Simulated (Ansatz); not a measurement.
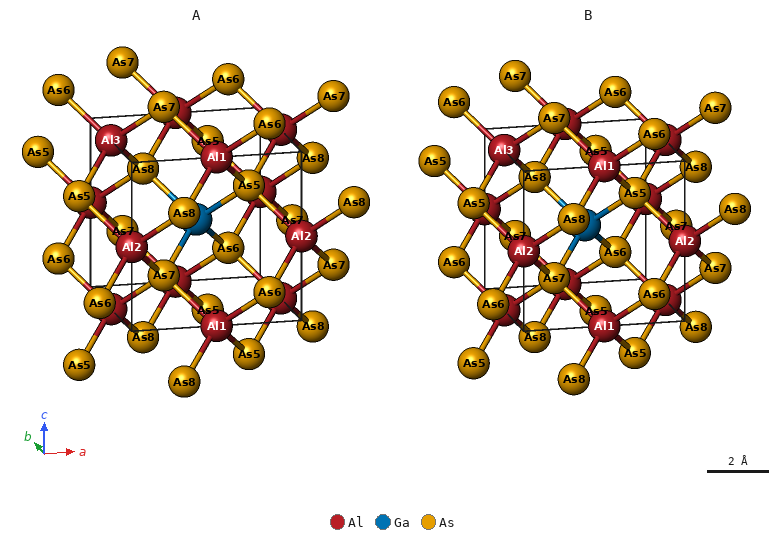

Two geometries of crystalline Al$_{3}$GaAs$_{4}$ (a generated structure, set up in P-43m) (coarse preliminary run), drawn at one scale. One is the start of a relaxation, the other its converged end. Style: ball-and-stick. Shown: the cell of the calculation, from a free direction.

Computed with DFT PBE, scalar-relativistic, plane waves, PAW in Ansatz 0.2.0. Settings: plane-wave cutoff 420 eV; k-point mesh 4 × 4 × 4; occupations gaussian; smearing width 0.1 eV; no spin polarisation; cell and atoms relaxed; force threshold 0.04 eV/Å; at most 70 steps.

Question: Which of the two is the end point?

Answer: Structure A is the relaxed one. The largest moves relative to the cell, 0.009 Å, are those of As atoms. Ga and Al stay in place. The drawn cell changes as follows: a = b = c 5.439 → 5.730 Å (+5.3 %); the volume changes by +16.9 %. Some distances before and after: As–Ga 2.355 → 2.490 Å, Al–As 2.355 → 2.478 Å. The space group stays P-43m (No. 215). The energy falls by 137 meV per atom in 3 accepted moves (4 points after the start). The largest force component goes from 0.062 to 0.00027 eV/Å. The pressure goes from 14.63 to 0.10 GPa. At 1 point the geometry stayed and the basis and grid were re-selected for the new cell (energy shift of 1.4 meV per atom at most each time). Cost: 47 s on 1 thread of Arm Neoverse V1, on a shared host, peak memory 0.41 GiB.
